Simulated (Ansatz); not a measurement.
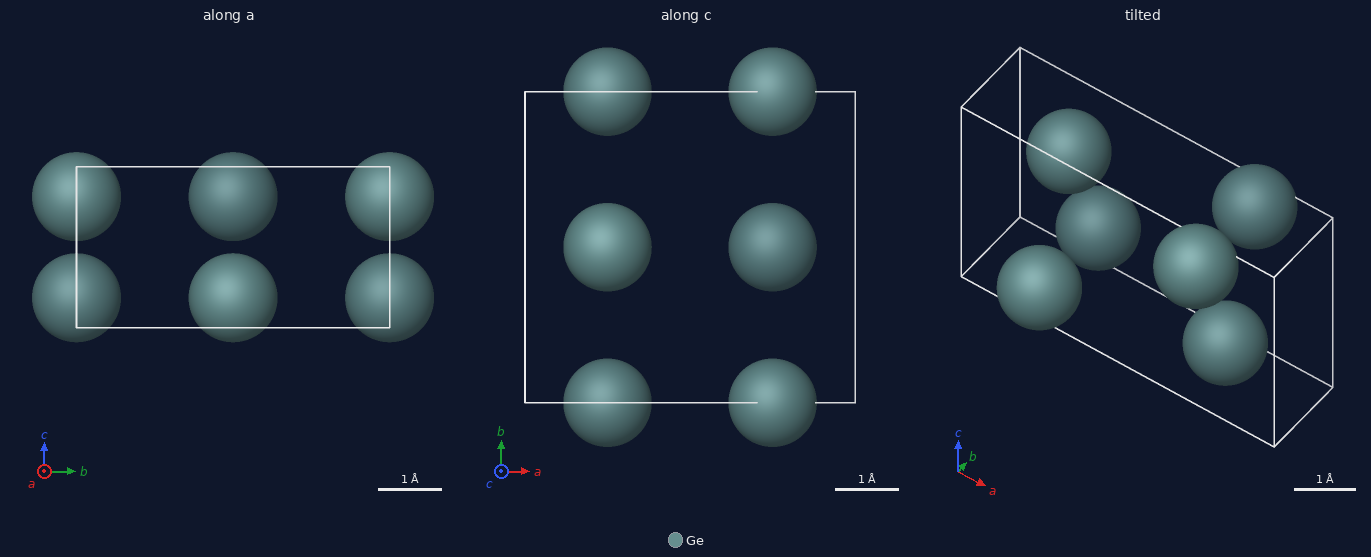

Spheres-only drawing of the structure, looking along the a axis, along the c axis and slightly off an axis. One conventional unit cell is framed, with atoms on its boundary repeated. Cell: a = 5.936 Å, b = 4.992 Å, c = 2.874 Å, α = 90.00°, β = 116.79°, γ = 90.00°.

Caption:

The element is germanium. Space group: C2/m (No. 12). Lattice: base-centred monoclinic. The cell holds four atoms.

The model was built from a structure listed in the Materials Project. The cell was then strained or its atoms displaced on purpose. It went into a calculation with Ansatz.
